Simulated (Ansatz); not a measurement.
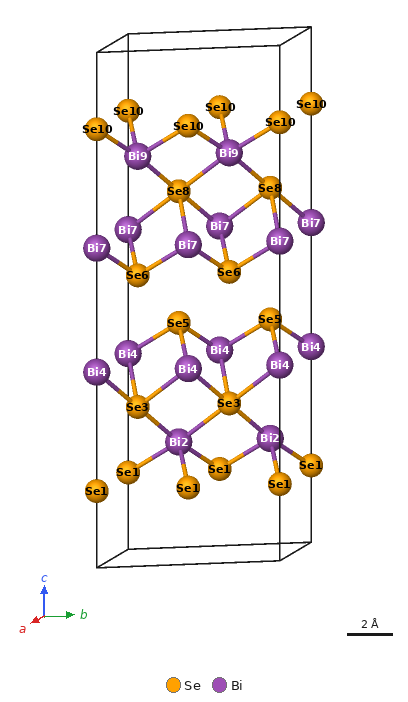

Figure 1. The structure as given in the input (ball-and-stick view of the 1 × 2 repeat of the cell, with the vacuum cut short, seen slightly off an axis; atoms are numbered from 1 in the order of the input).

**Bi$_{2}$Se$_{3}$: single-point calculation**

System: Bi$_{2}$Se$_{3}$ (slab, 10 atoms in the cell).
Method: DFT, PBE, dispersion d3bj, plane waves, PAW, no spin polarisation (Ansatz 0.2.0).

Some settings of this run were made unusual or wrong on purpose. Figures and captions count atoms from 1; the log counts them from 0 in places.

### Input
```yaml
crystal:
  lattice:
    - [4.1436098667, 0.0, 0.0]
    - [-2.0718049333, 3.5884714079, 0.0]
    - [0.0, 0.0, 31.4820456484]
  atoms:
    - { symbol: Se, position: [0.0, 0.0, 0.2380435681] }
    - { symbol: Bi, position: [0.3333333333, 0.6666666667, 0.2878769965] }
    - { symbol: Se, position: [0.6666666667, 0.3333333333, 0.3491794192] }
    - { symbol: Bi, position: [0.0, 0.0, 0.4102546722] }
    - { symbol: Se, position: [0.3333333333, 0.6666666667, 0.4602607924] }
    - { symbol: Se, position: [0.6666666667, 0.3333333333, 0.5397392025] }
    - { symbol: Bi, position: [0.0, 0.0, 0.5897453526] }
    - { symbol: Se, position: [0.3333333333, 0.6666666667, 0.6508205424] }
    - { symbol: Bi, position: [0.6666666667, 0.3333333333, 0.7121230286] }
    - { symbol: Se, position: [0.0, 0.0, 0.7619564255] }
basis:
  ecutwfc: 420
kpoints:
  mp_grid: { grid: [9, 9, 1] }
hamiltonian:
  xc: pbe
  dispersion: d3bj
scf:
  occupations: { method: gaussian, width: 0.05 }
  convergence: { dr2_threshold: 1.0e-14 }
  max_iter: 50
output:
  forces: true
  eigenvalues: true
  stress: true
efield:
  axis: 3
  dipole_correction: true
  ramp_width: 0.04
```

Launched with:
```bash
ansatz run input.yaml --threads 8 --pin off --max-ram 14336MiB --backend cpu --events-out ev --progress --plain --runs-dir out
```

### The program's output
```
Engine: ansatz 0.2.0, x86_64-unknown-linux-gnu
Pseudopotentials: kind: paw
Pseudopotential: Se, paw, valence charge 16, recommended cutoff 420 eV (normal), Se.paw.azcp
Pseudopotential: Bi, paw, valence charge 15, recommended cutoff 420 eV (normal), Bi.paw.azcp
Functional definition: PBE
  parameter kappa = 0.804
  parameter beta = 0.06672455060314922
  exchange = pbe_x(kappa = kappa, mu = beta*pi^2/3)
  correlation = pbe_c(beta = beta)
Crystal: 10 atoms, lattice volume = 468.114 Å³
Basis set: ecut = 420 eV, 9021 PW (Γ), exchange–correlation on 60×60×432 points (8 copies of the dense FFT grid, shifted against one another)
Bands: 94, of which v1, the nominal top of the filled ones, is band 78 counted from 1 (77 counted from 0)
Symmetry: 6 space group operations
k-points: 12 of 81 (time reversal used)
Non-local potential: Se, projectors of the file, l = 0: 2, l = 1: 2, l = 2: 3, l = 3: 1
Non-local potential: Bi, projectors of the file, l = 0: 2, l = 1: 2, l = 2: 2, l = 3: 2
PAW form: soft (Blöchl's): semilocal exchange-correlation on the pseudo side does not see the compensation charge
PAW one-centre angular grid: Se, 590 points (default); XC on 64 Gauss nodes
PAW one-centre angular grid: Bi, 590 points (default); XC on 64 Gauss nodes
Initial density: superposition of atomic densities (neutral atoms: chi_scale 0, normalization atom), corrected by the library's trained network
Initial wavefunctions: pseudopotential atomic-orbital guess
Functional: x = pbe(κ = 0.804, μ = 0.2195149727645171), c = pbe(β = 0.06672455060314922)
SCF iter   1: F=—  HF=-82408.064172 eV  |F-HF|=—  |Δ(HF+E_count)|=         —  Δρ=9.87e-4  dr2=1.45e-2  ethr=1.77e-3  p=0.000 e·Å  D=1.55e-7 V/Å  ΔV_dip=-0.00 eV  dr2_dipole=6.35e-8  V_vac-E_F(+/−)=5.40/5.40 eV  ⟨swp⟩=7.4  Hψ=4628  notcnv=0  defer=21
efield: sawtooth ramp at fractional position 0.9800 (placed from the atoms, in the widest stretch of the axis that holds none; the zero of the levels goes with the place), width 0.0400; the density the first Hamiltonian is built on has a dipole p = 0.000 e·Å; the dipole correction subtracts the counter field D = 1.55e-7 V/Å, which shifts the + side's vacuum level by -0.00 eV against the − side's; the planar-averaged density in the ramp window peaks in size at 1.5e-5 e/Å³
preconditioner: auto → Resta (q_TF=auto, 2.272 Å⁻¹)  ε∞=2.9  [insulator: Δε(μ)=0.504 eV  Ē_g=9.270 eV  σ=0.050 eV  W_gap=1.00  n_scr=112 (ndim 8)  ℏωp=12.8 eV  f_vac=0.395  D(μ)=0.00/eV (n_scr^D=0)  ε∞_Penn≈2.9  vacuum switching on, ρ_ref=6.2e-3 e/Å³]
SCF iter   2: F=—  HF=-82408.065454 eV  |F-HF|=—  |Δ(HF+E_count)|=   1.28e-3  Δρ=7.53e-4  dr2=4.43e-2  ethr=9.31e-6  p=0.000 e·Å  D=4.03e-5 V/Å  ΔV_dip=-0.00 eV  dr2_dipole=6.85e-7  V_vac-E_F(+/−)=5.47/5.47 eV  ⟨swp⟩=3.5  Hψ=2434  notcnv=0  defer=69
SCF iter   3: F=—  HF=-82408.063711 eV  |F-HF|=—  |Δ(HF+E_count)|=   1.74e-3  Δρ=4.29e-4  dr2=9.33e-3  ethr=9.31e-6  p=-0.000 e·Å  D=-1.65e-5 V/Å  ΔV_dip=0.00 eV  dr2_dipole=2.53e-7  V_vac-E_F(+/−)=5.37/5.37 eV  ⟨swp⟩=2.0  Hψ=1264  notcnv=0  defer=69
SCF iter   4: F=—  HF=-82408.063552 eV  |F-HF|=—  |Δ(HF+E_count)|=   1.59e-4  Δρ=1.86e-4  dr2=7.11e-4  ethr=5.98e-6  p=0.000 e·Å  D=1.29e-5 V/Å  ΔV_dip=-0.00 eV  dr2_dipole=1.42e-7  V_vac-E_F(+/−)=5.38/5.38 eV  ⟨swp⟩=1.0  Hψ=1016  notcnv=0  defer=69
SCF iter   5: F=—  HF=-82408.063679 eV  |F-HF|=—  |Δ(HF+E_count)|=   1.27e-4  Δρ=5.31e-5  dr2=4.35e-5  ethr=4.56e-7  p=-0.000 e·Å  D=-1.24e-4 V/Å  ΔV_dip=0.00 eV  dr2_dipole=1.14e-5  V_vac-E_F(+/−)=5.37/5.37 eV  ⟨swp⟩=2.0  Hψ=1199  notcnv=0  defer=69
SCF iter   6: F=—  HF=-82408.063770 eV  |F-HF|=—  |Δ(HF+E_count)|=   9.10e-5  Δρ=5.13e-5  dr2=1.94e-4  ethr=2.79e-8  p=0.001 e·Å  D=5.14e-4 V/Å  ΔV_dip=-0.02 eV  dr2_dipole=1.81e-4  V_vac-E_F(+/−)=5.36/5.38 eV  ⟨swp⟩=2.0  Hψ=1321  notcnv=0  defer=69
SCF iter   7: F=—  HF=-82408.063747 eV  |F-HF|=—  |Δ(HF+E_count)|=   2.29e-5  Δρ=2.10e-5  dr2=1.45e-5  ethr=2.79e-8  p=-0.000 e·Å  D=-1.29e-4 V/Å  ΔV_dip=0.00 eV  dr2_dipole=9.91e-6  V_vac-E_F(+/−)=5.37/5.37 eV  ⟨swp⟩=2.0  Hψ=1202  notcnv=0  defer=69
SCF iter   8: F=—  HF=-82408.063763 eV  |F-HF|=—  |Δ(HF+E_count)|=   1.56e-5  Δρ=9.16e-6  dr2=9.52e-7  ethr=9.29e-9  p=0.000 e·Å  D=8.78e-7 V/Å  ΔV_dip=-0.00 eV  dr2_dipole=3.66e-9  V_vac-E_F(+/−)=5.37/5.37 eV  ⟨swp⟩=2.0  Hψ=1147  notcnv=0  defer=69
SCF iter   9: F=—  HF=-82408.063958 eV  |F-HF|=—  |Δ(HF+E_count)|=   1.95e-4  Δρ=4.28e-6  dr2=1.21e-7  ethr=6.10e-10  p=-0.000 e·Å  D=-2.40e-6 V/Å  ΔV_dip=0.00 eV  dr2_dipole=2.93e-9  V_vac-E_F(+/−)=5.37/5.37 eV  ⟨swp⟩=2.0  Hψ=1343  notcnv=0  defer=69
SCF iter  10: F=—  HF=-82408.063958 eV  |F-HF|=—  |Δ(HF+E_count)|=   1.75e-7  Δρ=2.31e-6  dr2=1.36e-7  ethr=7.73e-11  p=0.000 e·Å  D=2.62e-6 V/Å  ΔV_dip=-0.00 eV  dr2_dipole=1.02e-9  V_vac-E_F(+/−)=5.37/5.37 eV  ⟨swp⟩=2.0  Hψ=1376  notcnv=0  defer=69
SCF iter  11: F=—  HF=-82408.063958 eV  |F-HF|=—  |Δ(HF+E_count)|=   8.48e-9  Δρ=8.30e-7  dr2=3.79e-9  ethr=7.73e-11  p=0.000 e·Å  D=9.63e-8 V/Å  ΔV_dip=-0.00 eV  dr2_dipole=1.73e-12  V_vac-E_F(+/−)=5.37/5.37 eV  ⟨swp⟩=2.0  Hψ=1172  notcnv=0  defer=69
SCF iter  12: F=—  HF=-82408.063958 eV  |F-HF|=—  |Δ(HF+E_count)|=   2.12e-8  Δρ=3.22e-7  dr2=5.93e-10  ethr=2.43e-12  p=0.000 e·Å  D=2.22e-7 V/Å  ΔV_dip=-0.00 eV  dr2_dipole=8.10e-13  V_vac-E_F(+/−)=5.37/5.37 eV  ⟨swp⟩=2.0  Hψ=1339  notcnv=0  defer=69
SCF iter  13: F=—  HF=-82408.063958 eV  |F-HF|=—  |Δ(HF+E_count)|=   4.23e-9  Δρ=1.14e-7  dr2=6.40e-10  ethr=3.80e-13 (applied; sched 1.00e-12)  p=0.000 e·Å  D=2.56e-7 V/Å  ΔV_dip=-0.00 eV  dr2_dipole=1.73e-13  V_vac-E_F(+/−)=5.37/5.37 eV  ⟨swp⟩=2.0  Hψ=1352  notcnv=0  defer=110
SCF iter  14: F=—  HF=-82408.063958 eV  |F-HF|=—  |Δ(HF+E_count)|=  1.31e-10  Δρ=6.42e-8  dr2=2.76e-10  ethr=4.10e-13 (applied; sched 1.00e-12)  p=0.000 e·Å  D=2.59e-7 V/Å  ΔV_dip=-0.00 eV  dr2_dipole=1.52e-13  V_vac-E_F(+/−)=5.37/5.37 eV  ⟨swp⟩=1.9  Hψ=1137  notcnv=0  defer=108
SCF iter  15: F=—  HF=-82408.063958 eV  |F-HF|=—  |Δ(HF+E_count)|=  7.28e-11  Δρ=4.07e-8  dr2=7.80e-11  ethr=1.77e-13 (applied; sched 1.00e-12)  p=0.000 e·Å  D=2.20e-7 V/Å  ΔV_dip=-0.00 eV  dr2_dipole=5.05e-13  V_vac-E_F(+/−)=5.37/5.37 eV  ⟨swp⟩=1.0  Hψ=1016  notcnv=0  defer=112
SCF iter  16: F=—  HF=-82408.063958 eV  |F-HF|=—  |Δ(HF+E_count)|=  2.91e-11  Δρ=1.86e-8  dr2=1.82e-11  ethr=5.00e-14 (applied; sched 1.00e-12)  p=0.000 e·Å  D=3.81e-7 V/Å  ΔV_dip=-0.00 eV  dr2_dipole=1.22e-11  V_vac-E_F(+/−)=5.37/5.37 eV  ⟨swp⟩=1.7  Hψ=1025  notcnv=0  defer=112
SCF iter  17: F=—  HF=-82408.063958 eV  |F-HF|=—  |Δ(HF+E_count)|=  2.91e-11  Δρ=6.95e-9  dr2=4.75e-13  ethr=1.16e-14 (applied; sched 1.00e-12)  p=0.000 e·Å  D=2.30e-7 V/Å  ΔV_dip=-0.00 eV  dr2_dipole=8.86e-14  V_vac-E_F(+/−)=5.37/5.37 eV  ⟨swp⟩=1.6  Hψ=1081  notcnv=0  defer=112
SCF iter  18: F=—  HF=-82408.063958 eV  |F-HF|=—  |Δ(HF+E_count)|=  2.91e-11  Δρ=3.73e-9  dr2=3.06e-13  ethr=3.04e-16 (applied; sched 1.00e-12)  p=0.000 e·Å  D=2.43e-7 V/Å  ΔV_dip=-0.00 eV  dr2_dipole=2.72e-15  V_vac-E_F(+/−)=5.37/5.37 eV  ⟨swp⟩=2.1  Hψ=1344  notcnv=0  defer=112
SCF iter  19: F=—  HF=-82408.063958 eV  |F-HF|=—  |Δ(HF+E_count)|=  1.46e-11  Δρ=1.76e-9  dr2=2.50e-14  ethr=1.96e-16 (applied; sched 1.00e-12)  p=0.000 e·Å  D=2.44e-7 V/Å  ΔV_dip=-0.00 eV  dr2_dipole=4.12e-18  V_vac-E_F(+/−)=5.37/5.37 eV  ⟨swp⟩=2.0  Hψ=1189  notcnv=0  defer=112
SCF iter  20: F=—  HF=-82408.063958 eV  |F-HF|=—  |Δ(HF+E_count)|=  7.28e-11  Δρ=9.99e-10  dr2=1.37e-14  ethr=1.00e-12  p=0.000 e·Å  D=2.43e-7 V/Å  ΔV_dip=-0.00 eV  dr2_dipole=3.24e-17  V_vac-E_F(+/−)=5.37/5.37 eV  ⟨swp⟩=12.2  Hψ=4875  notcnv=0
SCF iter  21: F=-82408.063958 eV  HF=-82408.063958 eV  |F-HF|=8.73e-11  |Δ(HF+E_count)|=  1.46e-10  Δρ=5.93e-10  dr2=6.07e-15  ethr=1.00e-12  p=0.000 e·Å  D=2.45e-7 V/Å  ΔV_dip=-0.00 eV  dr2_dipole=4.88e-16  V_vac-E_F(+/−)=5.37/5.37 eV  ⟨swp⟩=3.0  Hψ=2876  notcnv=0
SCF 1 converged in 21 iterations: F = -82408.063958 eV  dr2 = 6.07e-15
  greatest PAW one-centre occupation: 1.000 electrons in one spin orbital (limit 2), on the Se atom at site 4 (counted from 0), in its partial waves of l = 2
```

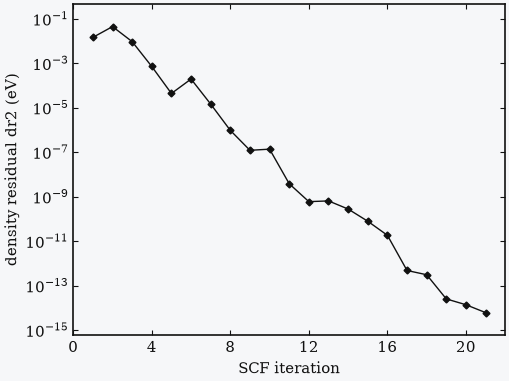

Figure 2. Convergence of the self-consistent field: density residual dr2 against the SCF iteration. The residual falls unevenly and jumps up by a factor of two or more 2 times on the way down.

```
SCF converged after 21 iterations
Free energy (F): -82408.063958 eV
Harris-Foulkes:  -82408.063958 eV  (|F-HF|=8.73e-11)
Internal energy: -82408.063958 eV  (E = F + TS)
E sigma→0 (E₀):  -82408.063958 eV
Fermi energy:    3.389994 eV
Dipole field:    D = 0.000000 V/Å  (p = 0.000001 e·Å, saw-weighted, corrected)
Work function:   Φ+ = 5.3688 eV   Φ− = 5.3688 eV
Levels:          The Fermi level and band energies are counted from a zero that moves with the ramp; work functions are not
--- Per-component energies (eV) ---
  E_band       = -3563.358303
  E_kinetic    = 1914.306972
  E_local      = -148561.338383  (includes V_loc(G=0)·N_el)
  E_nonlocal   = -1326.637798
  E_hartree    = 72704.149053
  E_xc         = -1233.220520
  E_vxc        = -1168.633074  (∫ρ·V_xc dr)
  E_paw        = -54118.244888  (= ΣΔE_a)
  E_vpaw       = 170.651144  (= ΣTr[D̂ρ^β])
  E_aug_tail   = -0.005261  (compensation charges beyond the density's cutoff)
  E_efield     = 0.000000  (sawtooth field / dipole correction)
  E_vefield    = -0.000000  (∫n·V_field dr)
  E_ewald      = 48216.520632
  E_disp       = -3.593764  (pairwise vdW)
  E_smearing   = -0.000000  (= −TS)
  E_closure    = 0.000000  (closes the sum)
  Σ components = -82408.063958   (vs F -82408.063958, Δ=0.00e0)
--- Forces (eV/Å), atoms counted from 1 ---
  atom   1  Se     0.00000000    -0.00000000    -0.00001276
  atom   2  Bi     0.00000000     0.00000000    -0.00001926
  atom   3  Se    -0.00000000    -0.00000000     0.00022384
  atom   4  Bi     0.00000000    -0.00000000     0.00010752
  atom   5  Se     0.00000000     0.00000000    -0.00050930
  atom   6  Se     0.00000000    -0.00000000     0.00051412
  atom   7  Bi     0.00000000     0.00000000    -0.00011828
  atom   8  Se    -0.00000000     0.00000000    -0.00021167
  atom   9  Bi    -0.00000000    -0.00000000     0.00000777
  atom  10  Se    -0.00000000     0.00000000     0.00001802
  max |Σ_I F_I| component: 2.50e-9 eV/Å
--- Stress (GPa, compression-positive) ---
       -0.127559      -0.000000       0.000000
       -0.000000      -0.127559       0.000000
        0.000000       0.000000      -0.009415
  P = ⅓ Tr σ = -0.0882 GPa (-0.882 kbar)
--- Band table (eV; the first three rows and the last of 12) ---
  k-point 0: bands = ["-43.9999", "-43.9999", "-43.9991", "-43.9991", "-43.9972", "-43.9972", "-43.9970", "-43.9970", "-43.9962", "-43.9959", "-43.9016", "-43.9016", "-43.9016", "-43.9016", "-43.8960", "-43.8960", "-43.8880", "-43.8880", "-43.8880", "-43.8880", "-43.8879", "-43.8879", "-43.8879", "-43.8879", "-43.8823", "-43.8823", "-43.8579", "-43.8579", "-43.8579", "-43.8579", "-19.7614", "-19.7614", "-19.7614", "-19.7614", "-19.7519", "-19.7519", "-19.7519", "-19.7519", "-19.7487", "-19.7487", "-19.7420", "-19.7418", "-19.7386", "-19.7386", "-19.7386", "-19.7386", "-19.7307", "-19.7307", "-19.7306", "-19.7306", "-10.9982", "-10.8978", "-10.4950", "-10.3113", "-9.3764", "-9.2082", "-6.5035", "-6.2562", "-5.2798", "-5.0855", "0.7898", "1.1685", "1.4285", "1.4285", "1.5117", "1.5117", "1.5524", "1.6646", "1.6646", "1.7938", "1.7938", "2.0687", "2.0687", "2.1621", "2.1621", "2.2285", "2.2954", "3.1333", "3.6467", "3.9519", "4.8412", "4.8412", "5.0170", "5.0170", "5.4449", "5.5018", "5.8673", "5.8673", "6.0465", "6.0465", "8.2450", "8.3468", "9.2158", "9.2345"]
  k-point 1: bands = ["-43.9999", "-43.9999", "-43.9991", "-43.9991", "-43.9972", "-43.9972", "-43.9970", "-43.9969", "-43.9962", "-43.9959", "-43.9016", "-43.9016", "-43.9016", "-43.9015", "-43.8960", "-43.8960", "-43.8880", "-43.8880", "-43.8880", "-43.8880", "-43.8879", "-43.8879", "-43.8879", "-43.8879", "-43.8823", "-43.8822", "-43.8579", "-43.8579", "-43.8579", "-43.8579", "-19.7628", "-19.7628", "-19.7584", "-19.7584", "-19.7534", "-19.7534", "-19.7490", "-19.7490", "-19.7470", "-19.7470", "-19.7411", "-19.7410", "-19.7396", "-19.7394", "-19.7390", "-19.7390", "-19.7324", "-19.7323", "-19.7308", "-19.7308", "-10.8880", "-10.7884", "-10.3924", "-10.2107", "-9.3174", "-9.1561", "-6.5200", "-6.3014", "-5.4329", "-5.2752", "0.4279", "0.5531", "0.6379", "1.1140", "1.1176", "1.1323", "1.2209", "1.3281", "1.3753", "1.4975", "1.6724", "1.8328", "2.1076", "2.2246", "2.3834", "2.6136", "2.7232", "2.9684", "4.1704", "4.3913", "4.7776", "4.9682", "5.0234", "5.2080", "5.5957", "5.7630", "6.0403", "6.2269", "6.2441", "6.3728", "8.3960", "8.4970", "9.0273", "9.2093"]
  k-point 2: bands = ["-43.9999", "-43.9998", "-43.9992", "-43.9991", "-43.9973", "-43.9973", "-43.9970", "-43.9969", "-43.9961", "-43.9959", "-43.9016", "-43.9016", "-43.9015", "-43.9015", "-43.8959", "-43.8959", "-43.8880", "-43.8880", "-43.8880", "-43.8880", "-43.8879", "-43.8879", "-43.8879", "-43.8879", "-43.8822", "-43.8822", "-43.8579", "-43.8579", "-43.8579", "-43.8579", "-19.7672", "-19.7672", "-19.7579", "-19.7579", "-19.7514", "-19.7514", "-19.7459", "-19.7459", "-19.7424", "-19.7424", "-19.7415", "-19.7415", "-19.7392", "-19.7392", "-19.7372", "-19.7372", "-19.7336", "-19.7334", "-19.7306", "-19.7306", "-10.5665", "-10.4696", "-10.0990", "-9.9251", "-9.1668", "-9.0284", "-6.6184", "-6.4763", "-5.8696", "-5.7812", "-0.6954", "-0.4826", "0.0711", "0.2973", "0.4604", "0.6083", "0.7252", "0.7855", "1.1249", "1.2870", "1.3451", "1.7162", "2.0416", "2.0578", "2.1647", "2.2276", "2.6847", "2.9532", "4.3935", "4.7179", "5.3047", "5.3186", "5.5399", "5.6722", "6.0024", "6.0925", "6.4493", "6.6523", "6.8216", "7.1074", "8.1598", "8.3389", "8.8791", "8.9408"]
  k-point 11: bands = ["-43.9999", "-43.9994", "-43.9994", "-43.9990", "-43.9975", "-43.9971", "-43.9971", "-43.9967", "-43.9959", "-43.9959", "-43.9015", "-43.9015", "-43.9015", "-43.9015", "-43.8959", "-43.8959", "-43.8881", "-43.8881", "-43.8881", "-43.8880", "-43.8879", "-43.8879", "-43.8879", "-43.8879", "-43.8822", "-43.8822", "-43.8578", "-43.8578", "-43.8578", "-43.8578", "-19.7644", "-19.7644", "-19.7578", "-19.7578", "-19.7567", "-19.7567", "-19.7457", "-19.7457", "-19.7420", "-19.7420", "-19.7414", "-19.7414", "-19.7349", "-19.7349", "-19.7324", "-19.7324", "-19.7301", "-19.7301", "-19.7257", "-19.7255", "-8.9943", "-8.9943", "-8.9755", "-8.9755", "-8.8501", "-8.8501", "-7.4787", "-7.4545", "-7.4545", "-7.4508", "-1.5292", "-1.5292", "-1.0594", "-0.9976", "-0.9976", "-0.8812", "-0.4983", "-0.4983", "0.3409", "0.4699", "0.4699", "0.6603", "1.5160", "1.5161", "2.1160", "2.4347", "2.4347", "2.6598", "5.1029", "5.1029", "5.7240", "5.9800", "5.9800", "6.0663", "7.2497", "7.2497", "7.4653", "7.7357", "7.7426", "7.7426", "9.6393", "10.0774", "10.0774", "10.3647"]
```

### Outcome

| quantity | value |
| --- | --- |
| outcome | converged |
| electrons treated | 156 |
| free energy | −82408.0640 eV |
| Fermi energy | 3.390 eV |
| gap on the k-point mesh | 0.51 eV |
| largest force (length of the vector) | 0.001 eV/Å |
| hardware | 8 threads of Intel Xeon (Granite Rapids), 64 GiB of memory available, shared host |
| wall time | 8.4 s (CPU time 60 s) |
| peak memory | 2 GiB |

### Remarks

A setting was made wrong on purpose: an extremely tight threshold (`scf.convergence.dr2_threshold`). The threshold was met all the same, at the cost of more iterations.
